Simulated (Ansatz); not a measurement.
PbO: several calculations on one system

## 1. Relaxation

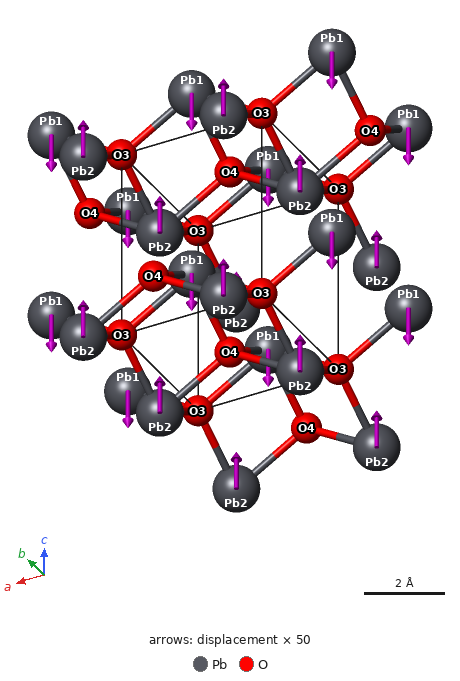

This is a relaxation of solid PbO (built on the PbO type). The starting structure is drawn; purple arrows show the displacements (the part carried along by the change of the cell is left out), magnified 50 times.

Style: ball-and-stick. Shown: the cell of the calculation, from a free direction.

Case: volume × 1.020.

Theory: Ansatz, DFT r2SCAN, scalar-relativistic, plane waves, PAW.

Input
```yaml
crystal:
  lattice:
    - [4.0139658203, 0.0, 0.0]
    - [0.0, 4.0139658203, 0.0]
    - [0.0, 0.0, 5.3809984575]
  atoms:
    - { symbol: Pb, position: [0.5, 0.0, 0.2222475185] }
    - { symbol: Pb, position: [0.0, 0.5, 0.7777524815] }
    - { symbol: O, position: [0.0, 0.0, 0.0] }
    - { symbol: O, position: [0.5, 0.5, 0.0] }
basis:
  ecutwfc: 500
  ecutrho_ratio: 4
kpoints:
  mp_grid: { grid: [6, 6, 4] }
hamiltonian:
  xc: r2scan
scf:
  occupations: { method: gaussian, width: 0.05 }
output:
  forces: true
  stress: true
  eigenvalues: true
relax:
  f_tol: 0.01
  max_steps: 40
  cell: { stress_tol: 0.1, fix: [volume] }
```

Command:
```bash
ansatz run input.yaml --threads 4 --pin off --max-ram 7168MiB --backend cpu --events-out ev --progress --plain --runs-dir out
```

Q: Atoms of which element are displaced furthest, and by how much?

A: Lead: up to 0.022 Å, against 0.000 Å for oxygen.

Q: What did the optimiser do to the structure, and how much energy did it gain?

A: Over 3 accepted moves (5 points after the start) the energy falls by 1.8 meV per atom. Largest force component: 0.28 eV/Å at the start, 0.0049 eV/Å at the end. Pressure: −1.55 GPa at the start and −0.24 GPa at the end. The line search rejected the trial step at point 1 of the run. At 1 point the geometry stayed and the basis and grid were re-selected for the new cell (energy shift of less than 0.05 meV per atom at most each time). The largest moves relative to the cell, 0.022 Å, are those of Pb1 and Pb2. Pb1 goes along −c. O stays in place. The drawn cell changes at constant volume: a = b 4.014 → 3.989 Å (−0.6 %), c 5.381 → 5.449 Å (+1.3 %). Some distances before and after: Pb1–O3 2.336 → 2.322 Å. The space group stays P4/nmm (No. 129). The run took 12 s on 4 threads of Arm Neoverse V2 (shared host), peak memory 0.58 GiB.

Limits of the set-up: layers or molecules are held without a dispersion correction, so their spacing is unreliable.

## 2. Relaxation

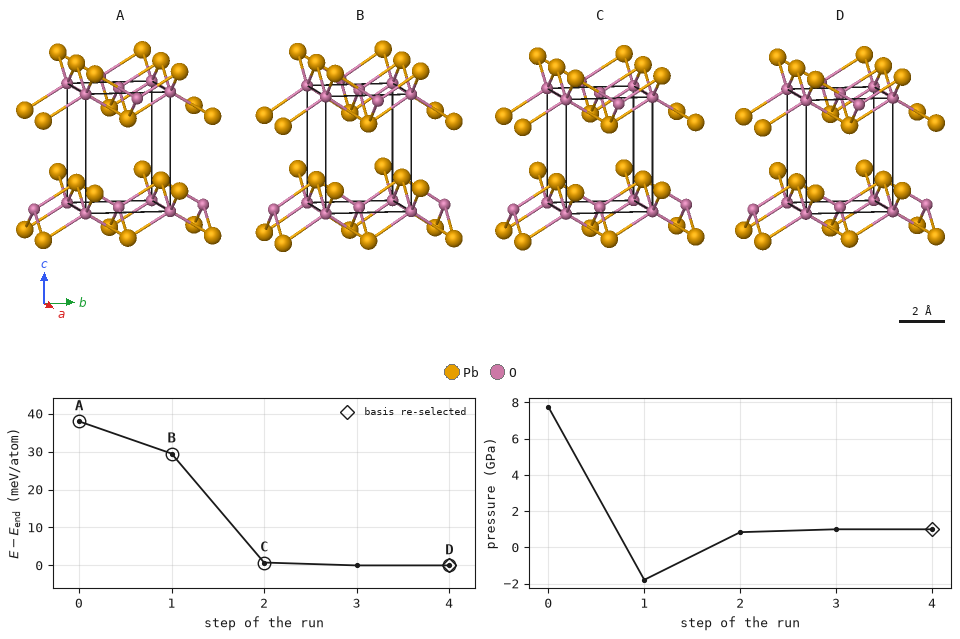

Frames of a relaxation of a crystal of PbO (built on the PbO type), marked on the history of the run. A ball-and-stick model of the cell of the calculation, seen slightly off an axis.

Case: volume 20.192 Å^3/atom.

The calculation used DFT r2SCAN, scalar-relativistic, plane waves, PAW in Ansatz 0.2.0. Settings: plane-wave cutoff 500 eV; k-point mesh 6 × 6 × 4; occupations gaussian; smearing width 0.05 eV; no spin polarisation; cell relaxed at fixed volume; force threshold 0.04 eV/Å; at most 40 steps.

Question: Describe the path.

Answer: The largest moves relative to the cell, 0.090 Å, are those of Pb atoms. O stays in place. The drawn cell changes at constant volume: a = b 3.873 → 3.971 Å (+2.5 %), c 5.385 → 5.121 Å (−4.9 %). Some distances before and after: O–Pb 2.255 → 2.315 Å. The space group stays P4/nmm (No. 129). Over 3 accepted moves (4 points after the start) the energy falls by 38.0 meV per atom. Largest force component: 1.4 eV/Å at the start, 0.0062 eV/Å at the end. The pressure goes from 7.75 to 1.00 GPa. At 1 point the geometry stayed and the basis and grid were re-selected for the new cell (energy shift of less than 0.05 meV per atom at most each time). Cost: 10 s on 4 threads of Arm Neoverse V2 (shared host), peak memory 0.57 GiB. From step 0 to 1: Pb atoms move most (0.15 Å), energy −8.5 meV per atom. From step 1 to 2: Pb atoms move most (0.05 Å), energy −28.7 meV per atom. From step 2 to 4: energy −0.8 meV per atom.

```json
{"step": "0", "E − E(0), meV/atom": "0.00", "largest force component, eV/Å": "1.4497", "pressure, GPa": "7.75", "note": ""}
{"step": "1", "E − E(0), meV/atom": "-8.49", "largest force component, eV/Å": "1.3226", "pressure, GPa": "-1.79", "note": ""}
{"step": "2", "E − E(0), meV/atom": "-37.22", "largest force component, eV/Å": "0.1405", "pressure, GPa": "0.84", "note": ""}
{"step": "3", "E − E(0), meV/atom": "-37.98", "largest force component, eV/Å": "0.0059", "pressure, GPa": "1.00", "note": ""}
{"step": "4", "E − E(0), meV/atom": "-37.98", "largest force component, eV/Å": "0.0062", "pressure, GPa": "1.00", "note": "same geometry, new basis"}
```

Limits of the set-up: layers or molecules are held without a dispersion correction, so their spacing is unreliable.

## 3. Distortion

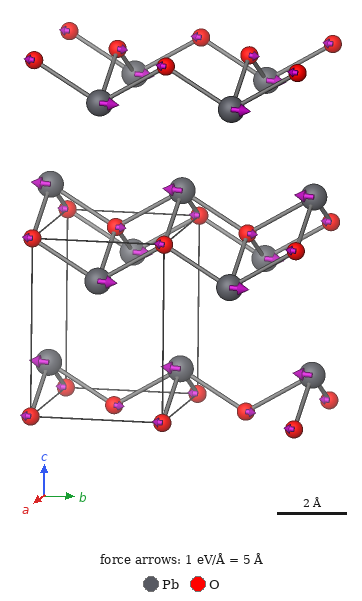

A changed version of crystalline PbO (built on the PbO type), with the computed forces as purple arrows. Besides, the cell is strained by +1.0 % along [0 3 2], −1.0 % along [0 3 −2], none along the third axis (volume 0.0 %). Style: ball-and-stick. Shown: the cell of the calculation, repeated 1 × 2 × 2 with one cell outlined, slightly off an axis.

Computed with Ansatz 0.2.0, DFT r2SCAN, scalar-relativistic, plane waves, PAW. (plane-wave cutoff 500 eV; k-point mesh 6 × 6 × 4; occupations gaussian; smearing width 0.05 eV; no spin polarisation)

Q: How do the forces relate to the distortion?

A: The atoms keep their fractional coordinates. No relaxation follows. Some distances before and after: O–Pb 2.321 → 2.301 to 2.341 Å. The space group (tolerance 0.01 Å) goes from P4/nmm (No. 129) to P2_1/m (No. 11). The energy changes by less than 1 meV per atom. The pressure goes from 0.0 to 0.0 GPa. The principal stresses (compression positive) are 0.8 GPa along [0 3 −2], −0.7 GPa along [0 3 2], none along the third axis. The largest forces, 0.12 eV/Å, act on 2 Pb atoms of the calculation's cell.

Limits of the set-up: layers or molecules are held without a dispersion correction, so their spacing is unreliable.

## 4. Distortion

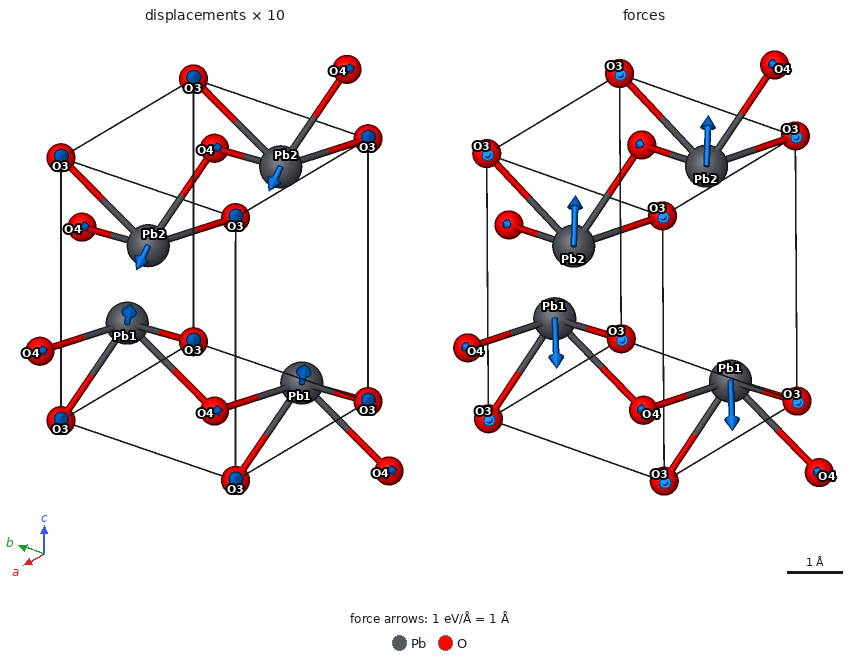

Left: crystalline PbO (built on the PbO type), with blue arrows for the displacements applied to it (without the part that the change of the cell carries along). Right: the displaced structure with the computed forces. Besides, the cell is strained by +1.7 % along [1 −3 −2], +0.5 % along [3 1 0], −0.3 % roughly along [0 1 −1] (volume +1.9 %). Style: ball-and-stick. Shown: the cell of the calculation, from a free direction.

These are results of DFT r2SCAN, scalar-relativistic, plane waves, PAW (Ansatz 0.2.0), not measurements. (plane-wave cutoff 500 eV; k-point mesh 6 × 6 × 4; occupations gaussian; smearing width 0.05 eV; no spin polarisation)

Q: How do the forces relate to the distortion?

A: Atoms are displaced by up to 0.06 Å (root mean square over those that move 0.04 Å) relative to the cell: O3 0.04 Å along [−3 2 −1], Pb1 0.06 Å along [1 −1 2]. No relaxation follows. Some distances before and after: O–Pb 2.323 → 2.335 to 2.399 Å. The space group (tolerance 0.01 Å) goes from P4/nmm (No. 129) to P1 (No. 1). The energy rises by 20.8 meV per atom. Pressure: −0.2 GPa before, −3.9 GPa after. The principal stresses (compression positive) are −3.3 GPa roughly along [2 3 −1], −3.7 GPa roughly along [3 −1 1], −4.8 GPa roughly along [−1 1 3]. The largest force is 1 eV/Å, on Pb1, along −c. The forces mostly point back along the displacements (cosine −0.88).

Limits of the set-up: layers or molecules are held without a dispersion correction, so their spacing is unreliable.
